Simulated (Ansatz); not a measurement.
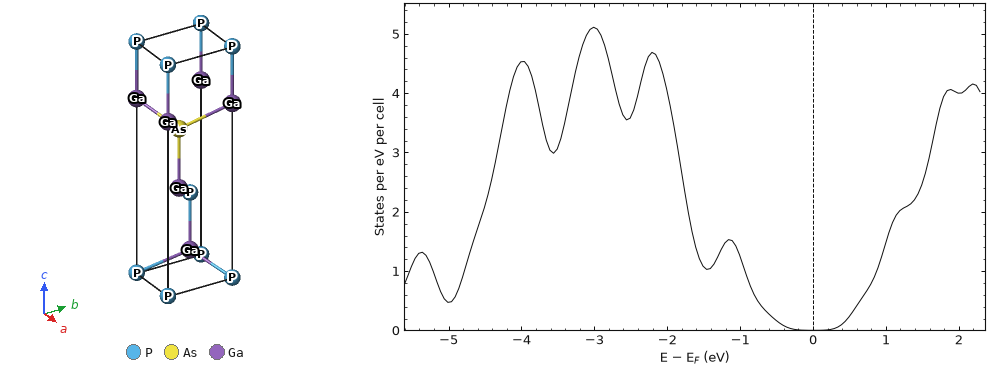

Density of states, beside the structure. Energies are counted from the Fermi level, put mid-gap where there is a gap. The curve is built from the levels of the k mesh with Gaussians 0.4 eV wide, which also blur the band edges.

The material is Ga$_{3}$AsP$_{2}$, space group P3m1 (No. 156), 6 atoms in the cell; a = 3.91 Å, b = 3.91 Å, c = 9.56 Å, α = 90.00°, β = 90.00°, γ = 120.00°.

Ansatz; DFT, PBE, plane waves, PAW, no spin polarisation, 6×6×2 k mesh.

**Is there a gap at the Fermi level, and how wide?**

There is a gap; over the k points computed it is 1.22 eV (direct among those points).
